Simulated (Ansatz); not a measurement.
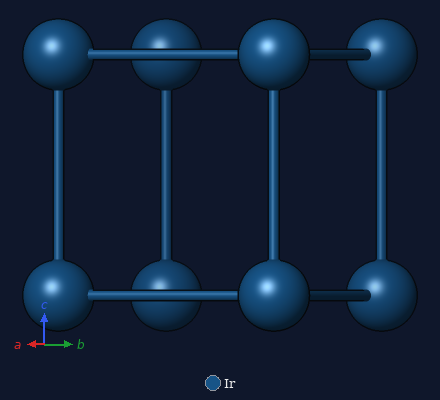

Ir (Pm-3m, No. 221): coordinates from a relaxation with DFT, m-r2SCAN, plane waves (500 eV) with PAW, scalar-relativistic (Ansatz 0.2.0); the starting structure was generated, so it need not be a known form of this composition.

```yaml
crystal:
  lattice:
    - [2.55283, 0.00000, 0.00000]
    - [0.00000, 2.55283, 0.00000]
    - [0.00000, 0.00000, 2.55283]
  atoms:
    - { symbol: Ir, position: [0.00000, 0.00000, 0.00000] }
```

**What will a dark-field STEM-like image along [210] show? The image is simulated as a sum over atoms of Z^1.7, blurred by a 0.60 Å probe (no channelling). Shot noise and a slight drift were added.**

The columns repeat on a rectangular net of 1.14 × 2.55 Å (plane group p2mm). All columns are alike (Ir). The shortest distance between visible columns is 1.14 Å in projection. Along the beam the structure repeats every 5.71 Å.

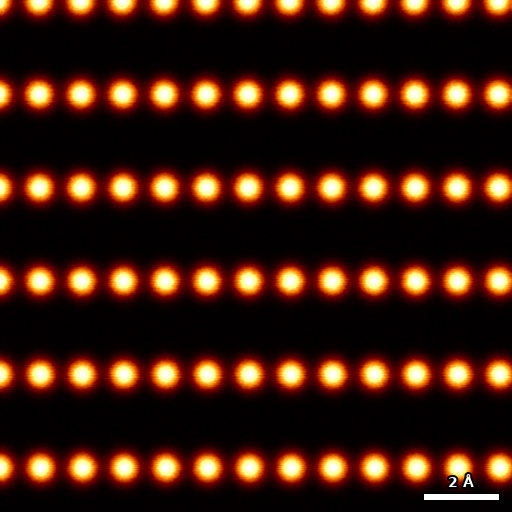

The simulated image.
